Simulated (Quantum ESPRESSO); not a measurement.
# Band-structure run of Fe (part 2 of 2)

Fe (2 atoms in the cell); Kohn-Sham DFT of a periodic cell, PBEsol, PseudoDojo 0.4.1 SR PBEsol standard, spin-polarised (Quantum ESPRESSO 7.5); cutoff 1224.51 eV, 12×12×7 k-mesh, fermi-dirac of 0.05 eV, collinear spins. The structure derives from a Materials Project entry.

Geometry of the input (Å; fractional positions):
```
2.4342  0.0000  0.0000
-1.2171  2.1080  0.0000
0.0000  0.0000  3.8419
Fe 0.6667  0.3333  0.7500
Fe 0.3333  0.6667  0.2500
```

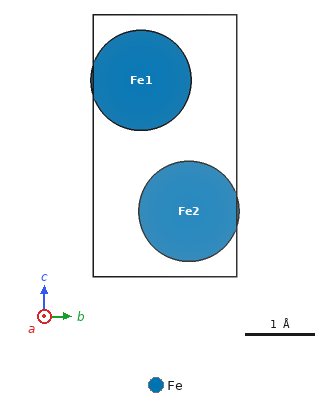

*The input geometry (spheres-only view of the cell of the calculation, along the a axis; atoms are numbered from 1 in the order of the input).*

What the program printed, continued:
```
     total energy              =    -500.81903890 Ry
     estimated scf accuracy    <       0.01846378 Ry

     total magnetization       =     3.79 Bohr mag/cell
     absolute magnetization    =     3.85 Bohr mag/cell

     iteration #  4     ecut=    90.00 Ry     beta= 0.30
     Davidson diagonalization with overlap
     ethr =  5.77E-05,  avg # of iterations =  1.1

     total energy              =    -500.82981030 Ry
     estimated scf accuracy    <       0.00900874 Ry

     total magnetization       =     2.95 Bohr mag/cell
     absolute magnetization    =     3.09 Bohr mag/cell

     iteration #  5     ecut=    90.00 Ry     beta= 0.30
     Davidson diagonalization with overlap
     ethr =  2.82E-05,  avg # of iterations =  1.3

     total energy              =    -500.54615865 Ry
     estimated scf accuracy    <       0.00979817 Ry

     total magnetization       =     2.50 Bohr mag/cell
     absolute magnetization    =     2.66 Bohr mag/cell

     iteration #  6     ecut=    90.00 Ry     beta= 0.30
     Davidson diagonalization with overlap
     ethr =  2.82E-05,  avg # of iterations =  2.3

     total energy              =    -500.66821912 Ry
     estimated scf accuracy    <       0.09190781 Ry

     total magnetization       =     5.47 Bohr mag/cell
     absolute magnetization    =     5.62 Bohr mag/cell

     iteration #  7     ecut=    90.00 Ry     beta= 0.30
     Davidson diagonalization with overlap
     ethr =  2.82E-05,  avg # of iterations =  2.3

     total energy              =    -500.85355967 Ry
     estimated scf accuracy    <       0.00711004 Ry

     total magnetization       =     1.52 Bohr mag/cell
     absolute magnetization    =     1.67 Bohr mag/cell

     iteration #  8     ecut=    90.00 Ry     beta= 0.30
     Davidson diagonalization with overlap
     ethr =  2.22E-05,  avg # of iterations =  1.1

     total energy              =    -500.85559129 Ry
     estimated scf accuracy    <       0.00554123 Ry

     total magnetization       =     1.27 Bohr mag/cell
     absolute magnetization    =     1.41 Bohr mag/cell

     iteration #  9     ecut=    90.00 Ry     beta= 0.30
     Davidson diagonalization with overlap
     ethr =  1.73E-05,  avg # of iterations =  1.0

     total energy              =    -500.85462359 Ry
     estimated scf accuracy    <       0.00517548 Ry

     total magnetization       =     1.20 Bohr mag/cell
     absolute magnetization    =     1.34 Bohr mag/cell

     iteration # 10     ecut=    90.00 Ry     beta= 0.30
     Davidson diagonalization with overlap
     ethr =  1.62E-05,  avg # of iterations =  1.6

     total energy              =    -500.86581586 Ry
     estimated scf accuracy    <       0.00099801 Ry

     total magnetization       =     0.40 Bohr mag/cell
     absolute magnetization    =     0.49 Bohr mag/cell

     iteration # 11     ecut=    90.00 Ry     beta= 0.30
     Davidson diagonalization with overlap
     ethr =  3.12E-06,  avg # of iterations =  1.8

     total energy              =    -500.86624527 Ry
     estimated scf accuracy    <       0.00071288 Ry

     total magnetization       =     0.19 Bohr mag/cell
     absolute magnetization    =     0.26 Bohr mag/cell

     iteration # 12     ecut=    90.00 Ry     beta= 0.30
     Davidson diagonalization with overlap
     ethr =  2.23E-06,  avg # of iterations =  1.7

     total energy              =    -500.86188482 Ry
     estimated scf accuracy    <       0.00081816 Ry

     total magnetization       =    -0.03 Bohr mag/cell
     absolute magnetization    =     0.05 Bohr mag/cell

     iteration # 13     ecut=    90.00 Ry     beta= 0.30
     Davidson diagonalization with overlap
     ethr =  2.23E-06,  avg # of iterations =  2.0

     total energy              =    -500.86323147 Ry
     estimated scf accuracy    <       0.00159590 Ry

     total magnetization       =    -0.43 Bohr mag/cell
     absolute magnetization    =     0.47 Bohr mag/cell

     iteration # 14     ecut=    90.00 Ry     beta= 0.30
     Davidson diagonalization with overlap
     ethr =  2.23E-06,  avg # of iterations =  2.0

     total energy              =    -500.86401725 Ry
     estimated scf accuracy    <       0.00020296 Ry

     total magnetization       =     0.02 Bohr mag/cell
     absolute magnetization    =     0.03 Bohr mag/cell

     iteration # 15     ecut=    90.00 Ry     beta= 0.30
     Davidson diagonalization with overlap
     ethr =  6.34E-07,  avg # of iterations =  2.0

     total energy              =    -500.86664497 Ry
     estimated scf accuracy    <       0.00106690 Ry

     total magnetization       =    -0.32 Bohr mag/cell
     absolute magnetization    =     0.35 Bohr mag/cell

     iteration # 16     ecut=    90.00 Ry     beta= 0.30
     Davidson diagonalization with overlap
     ethr =  6.34E-07,  avg # of iterations =  1.0

     total energy              =    -500.86666234 Ry
     estimated scf accuracy    <       0.00081494 Ry

     total magnetization       =    -0.26 Bohr mag/cell
     absolute magnetization    =     0.29 Bohr mag/cell

     iteration # 17     ecut=    90.00 Ry     beta= 0.30
     Davidson diagonalization with overlap
     ethr =  6.34E-07,  avg # of iterations =  1.0

     total energy              =    -500.86686841 Ry
     estimated scf accuracy    <       0.00085040 Ry

     total magnetization       =    -0.27 Bohr mag/cell
     absolute magnetization    =     0.30 Bohr mag/cell

     iteration # 18     ecut=    90.00 Ry     beta= 0.30
     Davidson diagonalization with overlap
     ethr =  6.34E-07,  avg # of iterations =  1.0

     total energy              =    -500.86115508 Ry
     estimated scf accuracy    <       0.00062689 Ry

     total magnetization       =    -0.22 Bohr mag/cell
     absolute magnetization    =     0.25 Bohr mag/cell

     iteration # 19     ecut=    90.00 Ry     beta= 0.30
     Davidson diagonalization with overlap
     ethr =  6.34E-07,  avg # of iterations =  2.3

     total energy              =    -500.86662148 Ry
     estimated scf accuracy    <       0.00051395 Ry

     total magnetization       =     0.29 Bohr mag/cell
     absolute magnetization    =     0.33 Bohr mag/cell

     iteration # 20     ecut=    90.00 Ry     beta= 0.30
     Davidson diagonalization with overlap
     ethr =  6.34E-07,  avg # of iterations =  1.0

     total energy              =    -500.86687335 Ry
     estimated scf accuracy    <       0.00040063 Ry

     total magnetization       =     0.26 Bohr mag/cell
     absolute magnetization    =     0.29 Bohr mag/cell

     iteration # 21     ecut=    90.00 Ry     beta= 0.30
     Davidson diagonalization with overlap
     ethr =  6.34E-07,  avg # of iterations =  1.6

     total energy              =    -500.86669783 Ry
     estimated scf accuracy    <       0.00013066 Ry

     total magnetization       =     0.16 Bohr mag/cell
     absolute magnetization    =     0.18 Bohr mag/cell

     iteration # 22     ecut=    90.00 Ry     beta= 0.30
     Davidson diagonalization with overlap
     ethr =  4.08E-07,  avg # of iterations =  2.0

     total energy              =    -500.86733530 Ry
     estimated scf accuracy    <       0.00000983 Ry

     total magnetization       =    -0.02 Bohr mag/cell
     absolute magnetization    =     0.02 Bohr mag/cell

     iteration # 23     ecut=    90.00 Ry     beta= 0.30
     Davidson diagonalization with overlap
     ethr =  3.07E-08,  avg # of iterations =  1.5

     total energy              =    -500.86734382 Ry
     estimated scf accuracy    <       0.00000347 Ry

     total magnetization       =    -0.00 Bohr mag/cell
     absolute magnetization    =     0.00 Bohr mag/cell

     iteration # 24     ecut=    90.00 Ry     beta= 0.30
     Davidson diagonalization with overlap
     ethr =  1.08E-08,  avg # of iterations =  1.0

     total energy              =    -500.86734402 Ry
     estimated scf accuracy    <       0.00000004 Ry

     total magnetization       =    -0.00 Bohr mag/cell
     absolute magnetization    =     0.00 Bohr mag/cell

     iteration # 25     ecut=    90.00 Ry     beta= 0.30
     Davidson diagonalization with overlap
     ethr =  1.31E-10,  avg # of iterations =  2.0

     total energy              =    -500.86734423 Ry
     estimated scf accuracy    <       0.00000001 Ry

     total magnetization       =     0.00 Bohr mag/cell
     absolute magnetization    =     0.00 Bohr mag/cell

     iteration # 26     ecut=    90.00 Ry     beta= 0.30
     Davidson diagonalization with overlap
     ethr =  4.25E-11,  avg # of iterations =  1.0

     total energy              =    -500.86734421 Ry
     estimated scf accuracy    <          2.8E-09 Ry

     total magnetization       =     0.00 Bohr mag/cell
     absolute magnetization    =     0.00 Bohr mag/cell

     iteration # 27     ecut=    90.00 Ry     beta= 0.30
     Davidson diagonalization with overlap
     ethr =  8.88E-12,  avg # of iterations =  2.0

     total energy              =    -500.86734423 Ry
     estimated scf accuracy    <          1.8E-09 Ry

     total magnetization       =    -0.00 Bohr mag/cell
     absolute magnetization    =     0.00 Bohr mag/cell

     iteration # 28     ecut=    90.00 Ry     beta= 0.30
     Davidson diagonalization with overlap
     ethr =  5.72E-12,  avg # of iterations =  1.8

     total energy              =    -500.86734423 Ry
     estimated scf accuracy    <          4.1E-10 Ry

     total magnetization       =    -0.00 Bohr mag/cell
     absolute magnetization    =     0.00 Bohr mag/cell

     iteration # 29     ecut=    90.00 Ry     beta= 0.30
     Davidson diagonalization with overlap
     ethr =  1.27E-12,  avg # of iterations =  2.0

     Magnetic moment per site  (integrated on atomic sphere of radius R)
     atom   1 (R=0.403)  charge= 14.3739  magn=  0.0000
     atom   2 (R=0.403)  charge= 14.3739  magn=  0.0000

     End of self-consistent calculation

     Number of k-points >= 100: set verbosity='high' to print the bands.

     the Fermi energy is    21.8489 ev

!    total energy              =    -500.86734423 Ry
     estimated scf accuracy    <          6.0E-12 Ry
     smearing contrib. (-TS)   =      -0.00143245 Ry
     internal energy E=F+TS    =    -500.86591178 Ry

     The total energy is F=E-TS. E is the sum of the following terms:
     one-electron contribution =    -177.85520925 Ry
     hartree contribution      =     112.25982911 Ry
     xc contribution           =     -70.37404363 Ry
     ewald contribution        =    -364.89648802 Ry

     total magnetization       =     0.00 Bohr mag/cell
     absolute magnetization    =     0.00 Bohr mag/cell

     convergence has been achieved in  29 iterations

     Forces acting on atoms (cartesian axes, Ry/au):

     atom    1 type  1   force =     0.00000000   -0.00000000    0.00000000
     atom    2 type  1   force =     0.00000000    0.00000000    0.00000000

     Total force =     0.000000     Total SCF correction =     0.000000

     Computing stress (Cartesian axis) and pressure

          total   stress  (Ry/bohr**3)                   (kbar)     P=      -20.71
  -0.00017606  -0.00000000   0.00000000          -25.90       -0.00        0.00
  -0.00000000  -0.00017606   0.00000000           -0.00      -25.90        0.00
   0.00000000   0.00000000  -0.00007018            0.00        0.00      -10.32

=------------------------------------------------------------------------------=
   JOB DONE.
=------------------------------------------------------------------------------=
```

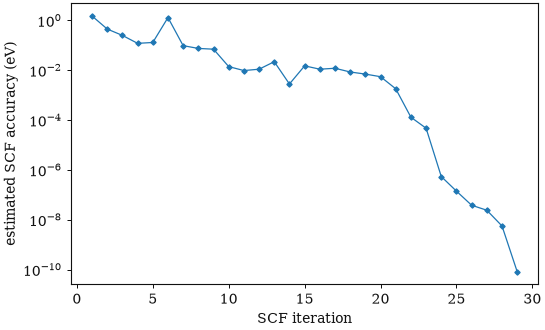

*Convergence of the self-consistent field: estimated SCF accuracy against the iteration.*

The field takes 29 iterations in all.

Summary:

- outcome: converged
- space group (tolerance 0.01 Å): P6₃/mmc (194)
- electrons treated: 32
- free energy: −6814.6474 eV
- Fermi energy: 21.849 eV
- gap on the k-point mesh: none (metallic)
- net moment of the cell: 0.00 μB
- integrated absolute moment: 0.00 μB
- pressure: −2.07 GPa
- largest force (length of the vector): under 0.001 eV/Å
- wall time: 6 min
- peak memory: 0.17 GiB
